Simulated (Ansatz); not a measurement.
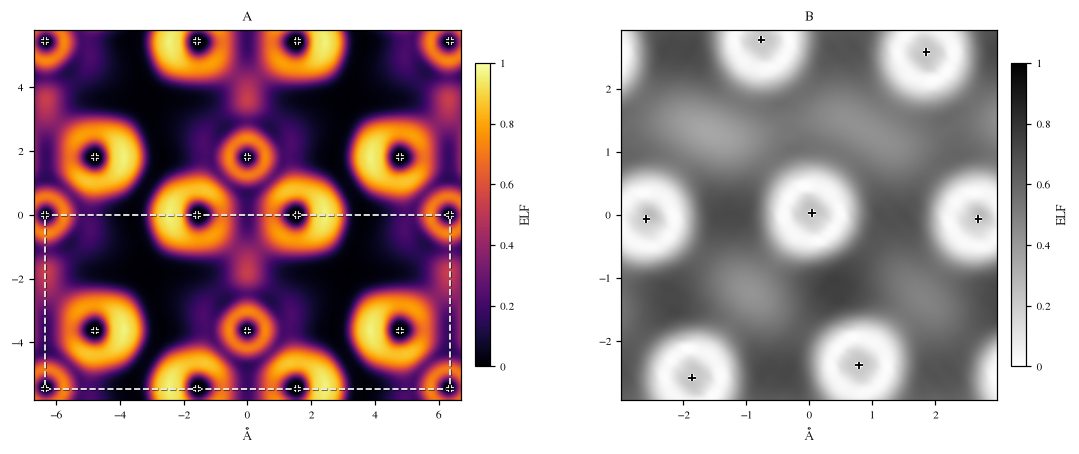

The electron localisation function of 2 systems, each on a plane through atoms (crosses mark nuclei in the plane).

Level of theory: DFT PBEsol, scalar-relativistic, plane waves, PAW (Ansatz).

System 1: Al, the (001) plane of the conventional cell. Space group P1; a structure from a database of computed crystals, not necessarily the ambient phase; changed on purpose from its base cell (all atoms moved at random (sigma 0.1 A a component), cell strained at random (sigma 0.03)); not relaxed (largest force 1.6 eV/Å); computed pressure about 10 GPa in this cell.

System 2: WS₂, the (110) plane of the conventional cell. Space group P6₃/mmc.

```
W S
1.0
     3.14613    0.00000    0.00000
    -1.57307    2.72463    0.00000
     0.00000    0.00000   12.69173
W S
2 4
Cartesian
  0.0000 1.8164 3.1729
  1.5731 0.9082 9.5188
  0.0000 1.8164 7.9512
  1.5731 0.9082 1.6054
  0.0000 1.8164 11.0864
  1.5731 0.9082 4.7405
```

Q: Match each panel to its system.

A: Panel A is system 2, WS₂: the plane holds W and S. W–S (2.40 Å): the ELF peaks at about 0.85 in the valence shell of S, 0.8 Å from its nucleus, and is about 0.50 at the midpoint. Panel B is system 1, Al: the plane holds Al. Al–Al (2.53 Å): the ELF peaks at about 0.75 between the atoms.
